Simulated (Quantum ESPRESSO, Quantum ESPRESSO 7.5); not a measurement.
# 2H-MoS2, 1 layer: cutoff convergence

Wanted: the cheapest sound input for 2H-MoS2, 1 layer, from a series that sets result against time.

Calculated with Quantum ESPRESSO 7.5; plane-wave DFT, PBE, SG15 norm-conserving pseudopotentials.

### Step 1. Set-up

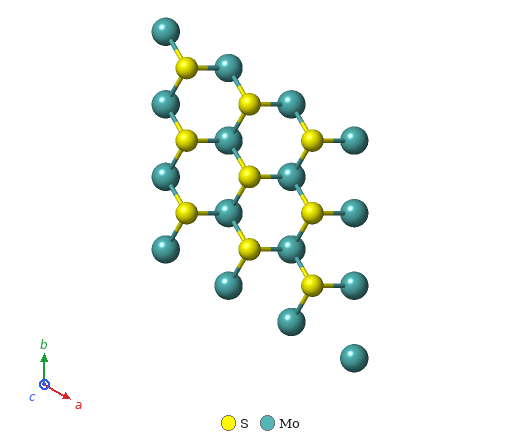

Start, viewed from above; sulfur yellow, molybdenum teal. 3×3×1 cells are drawn. Bonds to atoms that aren't drawn are left out. Some periodic images of atoms are drawn too.

The cell holds 3 atoms: 2 S and 1 Mo. Its edges and angles: a = 3.180 Å, b = 3.180 Å, c = 20.263 Å, α = 90.0°, β = 90.0°, γ = 120.0°. It derives from MoS2. Vacuum lies along c.

### Step 2. Ground state: ecutwfc 90 Ry, ecutrho 360 Ry

The first run is the reference of the series.

File c0.in:

```
&control
  prefix = 'c0'
  outdir = './out'
  pseudo_dir = './pseudo'
  calculation = 'scf'
  tprnfor = .true.
/
&system
  ibrav = 0
  nat = 3
  ntyp = 2
  ecutwfc = 90
  ecutrho = 360
  occupations = 'smearing'
  smearing = 'fd'
  degauss = 0.004
  assume_isolated = 'esm'
  esm_bc = 'bc1'
/
&electrons
  conv_thr = 1e-07
  mixing_beta = 0.4
  electron_maxstep = 120
  mixing_mode = 'local-TF'
/
ATOMIC_SPECIES
  S   32.0600  S_ONCV_PBE-1.2.upf
  Mo  95.9500  Mo_ONCV_PBE-1.2.upf
CELL_PARAMETERS angstrom
  3.18000000000000 0.00000000000000 0.00000000000000
  -1.59000000000000 2.75396078403451 0.00000000000000
  0.00000000000000 0.00000000000000 20.26259773799958
ATOMIC_POSITIONS crystal
  S   0.333333333333 0.666666666667 -0.080507884038
  Mo  0.000000000000 0.000000000000 0.000000000000
  S   0.333333333333 0.666666666667 0.080507884038
K_POINTS automatic
  12 12 1 0 0 0
```

Launch:

```
OMP_NUM_THREADS=1 mpirun -n 4 pw.x -nk 4 -in c0.in > c0.out
```

The log of the run:

```text
Program PWSCF v.7.5 starts
[citation notice left out]

     Parallel version (MPI & OpenMP), running on       4 processor cores
     Number of MPI processes:                 4
     Threads/MPI process:                     1

     MPI processes distributed on     1 nodes
[...]
Current dimensions of program PWSCF are:
     Max number of different atomic species (ntypx) = 10
     Max number of k-points (npk) =  40000
     Max angular momentum in pseudopotentials (lmaxx) =  4
     Message from routine setup:
     using ibrav=0 with symmetry is DISCOURAGED, use correct ibrav instead

     K-points division:     npool     =       4
     Subspace diagonalization in iterative solution of the eigenvalue problem:
     a serial algorithm will be used

     G-vector sticks info
     --------------------
     sticks:   dense  smooth     PW     G-vecs:    dense   smooth      PW
     Sum         889     889    253               137871   137871   21365

     Using Slab Decomposition

     bravais-lattice index     =            0
     lattice parameter (alat)  =       6.0093  a.u.
     unit-cell volume          =    1197.5030 (a.u.)^3
     number of atoms/cell      =            3
     number of atomic types    =            2
     number of electrons       =        26.00
     number of Kohn-Sham states=           17
     kinetic-energy cutoff     =      90.0000  Ry
     charge density cutoff     =     360.0000  Ry
     scf convergence threshold =      1.0E-07
     mixing beta               =       0.4000
     number of iterations used =            8  local-TF  mixing
     Exchange-correlation= PBE
                           (   1   4   3   4   0   0   0)

     Effective Screening Medium Method
     =================================
     Boundary Conditions: Vacuum-Slab-Vacuum
     total charge in unit cell        =   0.0000
     grid points for fit at edges     =        4

     celldm(1)=   6.009329  celldm(2)=   0.000000  celldm(3)=   0.000000
     celldm(4)=   0.000000  celldm(5)=   0.000000  celldm(6)=   0.000000

     crystal axes: (cart. coord. in units of alat)
               a(1) = (   1.000000   0.000000   0.000000 )
               a(2) = (  -0.500000   0.866025   0.000000 )
               a(3) = (   0.000000   0.000000   6.371886 )

     reciprocal axes: (cart. coord. in units 2 pi/alat)
               b(1) = (  1.000000  0.577350 -0.000000 )
               b(2) = (  0.000000  1.154701  0.000000 )
               b(3) = (  0.000000 -0.000000  0.156939 )

     PseudoPot. # 1 for S  read from file:
     ./pseudo/S_ONCV_PBE-1.2.upf
     Pseudo is Norm-conserving, Zval =  6.0
     Generated using ONCVPSP code by D. R. Hamann
     Using radial grid of  602 points,  4 beta functions with:
                l(1) =   0
                l(2) =   0
                l(3) =   1
                l(4) =   1

     PseudoPot. # 2 for Mo read from file:
     ./pseudo/Mo_ONCV_PBE-1.2.upf
     Pseudo is Norm-conserving, Zval = 14.0
     Generated using ONCVPSP code by D. R. Hamann
     Using radial grid of  602 points,  6 beta functions with:
                l(1) =   0
                l(2) =   0
                l(3) =   1
                l(4) =   1
                l(5) =   2
                l(6) =   2

     atomic species   valence    mass     pseudopotential
     S                 6.00    32.06000     S ( 1.00)
     Mo               14.00    95.95000     Mo( 1.00)

     12 Sym. Ops. (no inversion) found

   Cartesian axes

     site n.     atom                  positions (alat units)
         1        S      tau(   1) = (  -0.0000000   0.5773503  -0.5129871  )
         2        Mo     tau(   2) = (   0.0000000   0.0000000   0.0000000  )
         3        S      tau(   3) = (  -0.0000000   0.5773503   0.5129871  )

     number of k points=    19  Fermi-Dirac smearing, width (Ry)=  0.0040
                       cart. coord. in units 2pi/alat
        k(    1) = (   0.0000000   0.0000000   0.0000000), wk =   0.0138889
        k(    2) = (   0.0000000   0.0962250   0.0000000), wk =   0.0833333
        k(    3) = (   0.0000000   0.1924501   0.0000000), wk =   0.0833333
        k(    4) = (   0.0000000   0.2886751   0.0000000), wk =   0.0833333
        k(    5) = (   0.0000000   0.3849002   0.0000000), wk =   0.0833333
        k(    6) = (   0.0000000   0.4811252   0.0000000), wk =   0.0833333
        k(    7) = (   0.0000000  -0.5773503   0.0000000), wk =   0.0416667
        k(    8) = (   0.0833333   0.1443376   0.0000000), wk =   0.0833333
        k(    9) = (   0.0833333   0.2405626   0.0000000), wk =   0.1666667
        k(   10) = (   0.0833333   0.3367877   0.0000000), wk =   0.1666667
[...]
k(   19) = (   0.3333333   0.5773503   0.0000000), wk =   0.0277778

     Dense  grid:   137871 G-vectors     FFT dimensions: (  40,  40, 240)

     Estimated max dynamical RAM per process >     186.51 MB

     Estimated total dynamical RAM >     645.05 MB

     Initial potential from superposition of free atoms

     starting charge      25.8886, renormalised to      26.0000

     negative rho (up, down):  2.398E-04 0.000E+00
     Starting wfcs are random

     total cpu time spent up to now is        1.0 secs

     per-process dynamical memory:   108.8 Mb

     Self-consistent Calculation

     iteration #  1     ecut=    90.00 Ry     beta= 0.40
     Davidson diagonalization with overlap
     c_bands:  3 eigenvalues not converged
     c_bands:  2 eigenvalues not converged
     c_bands:  1 eigenvalues not converged
     c_bands:  2 eigenvalues not converged
     c_bands:  4 eigenvalues not converged
     ethr =  1.00E-02,  avg # of iterations = 42.3

     Threshold (ethr) on eigenvalues was too large:
     Diagonalizing with lowered threshold

     Davidson diagonalization with overlap
     c_bands:  1 eigenvalues not converged
     c_bands:  1 eigenvalues not converged
     c_bands:  2 eigenvalues not converged
     c_bands:  1 eigenvalues not converged
     c_bands:  1 eigenvalues not converged
     ethr =  9.36E-04,  avg # of iterations = 16.7

     negative rho (up, down):  3.690E-06 0.000E+00

     total cpu time spent up to now is       36.2 secs

     total energy              =    -178.21406836 Ry
     estimated scf accuracy    <       0.09541623 Ry

     iteration #  2     ecut=    90.00 Ry     beta= 0.40
[...]
c_bands:  1 eigenvalues not converged
[...]
negative rho (up, down):  3.149E-08 0.000E+00

[...]
total energy              =    -178.22881028 Ry
     estimated scf accuracy    <       0.04757200 Ry

     iteration #  3     ecut=    90.00 Ry     beta= 0.40
[...]
total energy              =    -178.23185957 Ry
     estimated scf accuracy    <       0.02355094 Ry

     iteration #  4     ecut=    90.00 Ry     beta= 0.40
[...]
total energy              =    -178.24534993 Ry
     estimated scf accuracy    <       0.00229935 Ry

     iteration #  5     ecut=    90.00 Ry     beta= 0.40
[...]
c_bands:  2 eigenvalues not converged
[...]
total energy              =    -178.24873286 Ry
     estimated scf accuracy    <       0.00158382 Ry

     iteration #  6     ecut=    90.00 Ry     beta= 0.40
[...]
total energy              =    -178.24915216 Ry
     estimated scf accuracy    <       0.00096599 Ry

     iteration #  7     ecut=    90.00 Ry     beta= 0.40
[...]
total energy              =    -178.24966141 Ry
     estimated scf accuracy    <       0.00235541 Ry

     iteration #  8     ecut=    90.00 Ry     beta= 0.40
[...]
total energy              =    -178.24860670 Ry
     estimated scf accuracy    <       0.00185285 Ry

     iteration #  9     ecut=    90.00 Ry     beta= 0.40
[...]
total energy              =    -178.24974509 Ry
     estimated scf accuracy    <       0.00022618 Ry

     iteration # 10     ecut=    90.00 Ry     beta= 0.40
[...]
c_bands:  1 eigenvalues not converged
[...]
negative rho (up, down):  2.414E-04 0.000E+00

[...]
total energy              =    -178.24784680 Ry
     estimated scf accuracy    <       0.00491520 Ry

     iteration # 11     ecut=    90.00 Ry     beta= 0.40
[...]
negative rho (up, down):  4.473E-04 0.000E+00

[...]
total energy              =    -178.24909290 Ry
     estimated scf accuracy    <       0.00016577 Ry

     iteration # 12     ecut=    90.00 Ry     beta= 0.40
[...]
negative rho (up, down):  5.745E-04 0.000E+00

[...]
total energy              =    -178.24898159 Ry
     estimated scf accuracy    <       0.00019342 Ry

     iteration # 13     ecut=    90.00 Ry     beta= 0.40
[...]
negative rho (up, down):  2.756E-04 0.000E+00

[...]
total energy              =    -178.24888046 Ry
     estimated scf accuracy    <       0.00003830 Ry

     iteration # 14     ecut=    90.00 Ry     beta= 0.40
[...]
negative rho (up, down):  1.435E-04 0.000E+00

[...]
total energy              =    -178.24887058 Ry
     estimated scf accuracy    <       0.00001062 Ry

     iteration # 15     ecut=    90.00 Ry     beta= 0.40
[...]
negative rho (up, down):  9.589E-05 0.000E+00

[...]
total energy              =    -178.24886532 Ry
     estimated scf accuracy    <       0.00001428 Ry

     iteration # 16     ecut=    90.00 Ry     beta= 0.40
[...]
negative rho (up, down):  2.444E-05 0.000E+00

[...]
total energy              =    -178.24882904 Ry
     estimated scf accuracy    <       0.00000648 Ry

     iteration # 17     ecut=    90.00 Ry     beta= 0.40
[...]
negative rho (up, down):  6.508E-06 0.000E+00

[...]
total energy              =    -178.24883750 Ry
     estimated scf accuracy    <       0.00000939 Ry

     iteration # 18     ecut=    90.00 Ry     beta= 0.40
[...]
negative rho (up, down):  1.988E-06 0.000E+00

[...]
total energy              =    -178.24883847 Ry
     estimated scf accuracy    <       0.00000291 Ry

     iteration # 19     ecut=    90.00 Ry     beta= 0.40
[...]
End of self-consistent calculation

          k = 0.0000 0.0000 0.0000 ( 17185 PWs)   bands (ev):

   -66.7986 -40.9224 -40.7031 -40.7031 -19.7800 -18.6891 -11.3263  -8.1302
    -8.1302  -7.8306  -7.0987  -7.0987  -6.1284  -3.1548  -3.1542  -3.0722
    -3.0718

          k = 0.0000 0.0962 0.0000 ( 17171 PWs)   bands (ev):

   -66.7961 -40.9177 -40.7277 -40.7088 -19.6796 -18.6407 -11.2040  -8.3714
    -8.1355  -8.0263  -7.2618  -6.9708  -6.1582  -3.3579  -3.2977  -3.1754
    -2.9948

          k = 0.0000 0.1925 0.0000 ( 17224 PWs)   bands (ev):

   -66.7895 -40.9049 -40.7943 -40.7241 -19.3933 -18.5029 -10.8881  -8.9441
    -8.6980  -7.7394  -7.6455  -7.0136  -6.3251  -3.8125  -3.4174  -3.3764
    -2.6391

          k = 0.0000 0.2887 0.0000 ( 17270 PWs)   bands (ev):

   -66.7803 -40.8874 -40.8842 -40.7451 -18.9668 -18.2990 -10.6155  -9.5046
    -9.3338  -8.0754  -7.3473  -7.3309  -6.6710  -3.9409  -3.6391  -3.0953
    -2.2843

          k = 0.0000 0.3849 0.0000 ( 17248 PWs)   bands (ev):

   -66.7712 -40.9729 -40.8698 -40.7659 -18.4840 -18.0728 -10.8563  -9.9617
    -9.6652  -8.4372  -7.6544  -6.9753  -6.8609  -3.7294  -3.7206  -2.6520
    -2.0369

          k = 0.0000 0.4811 0.0000 ( 17266 PWs)   bands (ev):

   -66.7644 -41.0370 -40.8569 -40.7811 -18.0778 -17.8890 -11.2997 -10.4379
    -9.7347  -8.6722  -7.8478  -6.7382  -6.6856  -3.6546  -3.3837  -2.3129
    -1.9071

[...]
the Fermi energy is    -5.0390 ev

!    total energy              =    -178.24883777 Ry
     estimated scf accuracy    <       0.00000003 Ry
     smearing contrib. (-TS)   =      -0.00000000 Ry
     internal energy E=F+TS    =    -178.24883777 Ry

     The total energy is F=E-TS. E is the sum of the following terms:
     one-electron contribution =     680.66839243 Ry
     hartree contribution      =    -345.36543796 Ry
     xc contribution           =     -24.59857170 Ry
     ewald contribution        =    -488.95322054 Ry

     convergence has been achieved in  19 iterations

     Forces acting on atoms (cartesian axes, Ry/au):

     atom    1 type  1   force =    -0.00000000    0.00000000    0.04274513
     atom    2 type  2   force =     0.00000000    0.00000000    0.00000000
     atom    3 type  1   force =    -0.00000000    0.00000000   -0.04274513

     Total force =     0.060451     Total SCF correction =     0.000171

[...]
=------------------------------------------------------------------------------=
   JOB DONE.
=------------------------------------------------------------------------------=
[...]
```

The job ended after 1.8 min (4 MPI ranks of Arm Neoverse V2, shared host; peak memory 0.66 GiB).

Numbers from this step:

- free energy: -2425.1990 eV
- Fermi energy: -5.039 eV
- valence top, on the run's zero: -5.847 eV
- conduction bottom, on the run's zero: -4.163 eV
- gap by band count: 1.684 eV
- vacuum line at the lower end of the cell, over the valence top: 5.847 eV
- vacuum line at the upper end of the cell, over the valence top: 5.847 eV

Electrostatic potential energy of an electron; zero at the highest filled level of the SCF mesh. Table of potential energy, planar mean by z:

```csv
z (Å),"potential energy, planar mean (eV)"
-10,5.85
-8,5.85
-6,5.85
-4,5.82
-2,-8.76
0,-26.0
2,-8.76
4,5.82
6,5.85
8,5.85
10,5.85
```

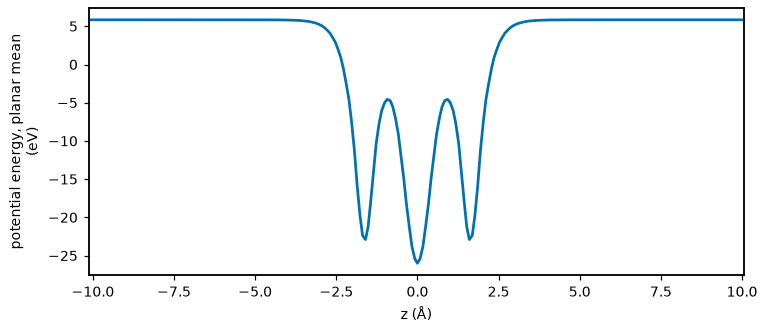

Potential energy, planar mean, plotted against z.

The program's own clock; routines nest. Time by routine:

```csv
routine,wall time (s),calls
PWSCF,107.7,1
electrons,106.3,1
c_bands,82.44,20
cegterg,72.14,105
h_psi,59.77,1002
vloc_psi,54.01,1002
fftw,51.95,20888
mix_rho,15.57,20
ffts,9.32,1802
sum_band,5.66,20
add_vuspsi,2.83,1002
calbec,2.77,1022
h_psi:calbec,2.69,1002
v_of_rho,2.37,20
```

The vacuum levels are read from the outermost 0.7 Å of the cell on either side.

The run needed 19 iterations to bring the estimated error under 1e-07 Ry; the largest force on any atom, held or free, is 1.10 eV/Å.

Inside the slab this potential holds the local part of the pseudopotentials, which can be repulsive at the nuclei; only its value in the vacuum has a meaning of its own.

### Step 3. SCF with pw.x: ecutwfc 75 Ry, ecutrho 300 Ry

c1.in, as its differences from the input of step 2:

```diff
@@ -1,3 +1,3 @@
 &control
-  prefix = 'c0'
+  prefix = 'c1'
   outdir = './out'
@@ -11,4 +11,4 @@
   ntyp = 2
-  ecutwfc = 90
-  ecutrho = 360
+  ecutwfc = 75
+  ecutrho = 300
   occupations = 'smearing'
```

Launch:

```
OMP_NUM_THREADS=1 mpirun -n 4 pw.x -nk 4 -in c1.in > c1.out
```

The log of the run:

```text
[banner, memory and clock lines left out]
Program PWSCF v.7.5 starts
[...]
Message from routine setup:
[...]
number of electrons       =        26.00
     number of Kohn-Sham states=           17
     kinetic-energy cutoff     =      75.0000  Ry
     charge density cutoff     =     300.0000  Ry
[...]
number of k points=    19  Fermi-Dirac smearing, width (Ry)=  0.0040
[...]
Dense  grid:   105235 G-vectors     FFT dimensions: (  36,  36, 216)
[...]
negative rho (up, down):  3.024E-04 0.000E+00
     Starting wfcs are random
[...]
negative rho (up, down):  2.894E-06 0.000E+00
[...]
estimated scf accuracy    <       0.09218378 Ry
[...]
negative rho (up, down):  1.746E-08 0.000E+00
[...]
estimated scf accuracy    <       0.04684546 Ry
[...]
estimated scf accuracy    <       0.02247160 Ry
[...]
estimated scf accuracy    <       0.00288677 Ry
[...]
estimated scf accuracy    <       0.00204072 Ry
[...]
estimated scf accuracy    <       0.00099863 Ry
[...]
estimated scf accuracy    <       0.00306501 Ry
[...]
estimated scf accuracy    <       0.00134869 Ry
[...]
estimated scf accuracy    <       0.00035042 Ry
[...]
negative rho (up, down):  9.430E-04 0.000E+00
[...]
estimated scf accuracy    <       0.00029265 Ry
[...]
negative rho (up, down):  7.564E-04 0.000E+00
[...]
estimated scf accuracy    <       0.00018989 Ry
[...]
negative rho (up, down):  2.489E-04 0.000E+00
[...]
estimated scf accuracy    <       0.00002181 Ry
[...]
negative rho (up, down):  1.720E-04 0.000E+00
[...]
estimated scf accuracy    <       0.00006544 Ry
[...]
negative rho (up, down):  5.301E-05 0.000E+00
[...]
estimated scf accuracy    <       0.00005938 Ry
[...]
negative rho (up, down):  2.973E-05 0.000E+00
[...]
estimated scf accuracy    <       0.00003000 Ry
[...]
negative rho (up, down):  2.482E-05 0.000E+00
[...]
estimated scf accuracy    <       0.00000054 Ry
[...]
negative rho (up, down):  4.025E-05 0.000E+00
[...]
estimated scf accuracy    <       0.00000638 Ry
[...]
negative rho (up, down):  3.497E-05 0.000E+00
[...]
estimated scf accuracy    <       0.00001432 Ry
[...]
negative rho (up, down):  4.117E-05 0.000E+00
[...]
estimated scf accuracy    <       0.00001350 Ry
[...]
negative rho (up, down):  3.582E-05 0.000E+00
[...]
estimated scf accuracy    <       0.00001458 Ry
[...]
negative rho (up, down):  2.354E-05 0.000E+00
[...]
estimated scf accuracy    <       0.00001278 Ry
[...]
negative rho (up, down):  2.912E-07 0.000E+00
[...]
estimated scf accuracy    <       0.00001016 Ry
[...]
estimated scf accuracy    <       0.00000291 Ry
[...]
estimated scf accuracy    <       0.00000077 Ry
[...]
the Fermi energy is    -5.0390 ev
!    total energy              =    -178.24875007 Ry
     estimated scf accuracy    <       0.00000005 Ry
     smearing contrib. (-TS)   =      -0.00000000 Ry
     internal energy E=F+TS    =    -178.24875007 Ry
[...]
one-electron contribution =     680.65441088 Ry
     hartree contribution      =    -345.35134831 Ry
     xc contribution           =     -24.59859210 Ry
     ewald contribution        =    -488.95322054 Ry
     convergence has been achieved in  25 iterations
[...]
Total force =     0.061685     Total SCF correction =     0.000711
[...]
```

The job ended after 95 s (4 MPI ranks; peak memory 0.54 GiB; 6.3 min of CPU time).

Numbers from this step:

| Item | Value |
| --- | --- |
| free energy | -2425.1978 eV |

The program's own clock; routines nest. Time by routine:

```csv
routine,wall time (s),calls
PWSCF,94.22,1
electrons,93.19,1
c_bands,68.2,26
cegterg,63.14,135
h_psi,52.48,1090
vloc_psi,47.5,1090
fftw,46.61,24044
mix_rho,16.81,26
ffts,10.02,2600
sum_band,5.64,26
add_vuspsi,2.44,1090
calbec,2.4,1110
h_psi:calbec,2.34,1090
v_of_rho,2.24,26
```

Counted from each run's own zero (the valence top), the vacuum level differs from the first run's by +0 meV.

(Part 1 of 3 ends here.)

[Logs are printed without paths, hosts, clocks, repeated set-up lines and the standing remarks that a program may print on its own settings, such as how far it seeks lower states.]

[Hosts, paths, dates, database ids (printed as entryN), source tags and the programs' standing remarks are cut or masked in the printed files.]

[Maps of the electrostatic potential energy from Ansatz leave out the sawtooth potential of an applied field or a dipole correction, so their vacuum need not be flat; planar profiles and work functions include it.]
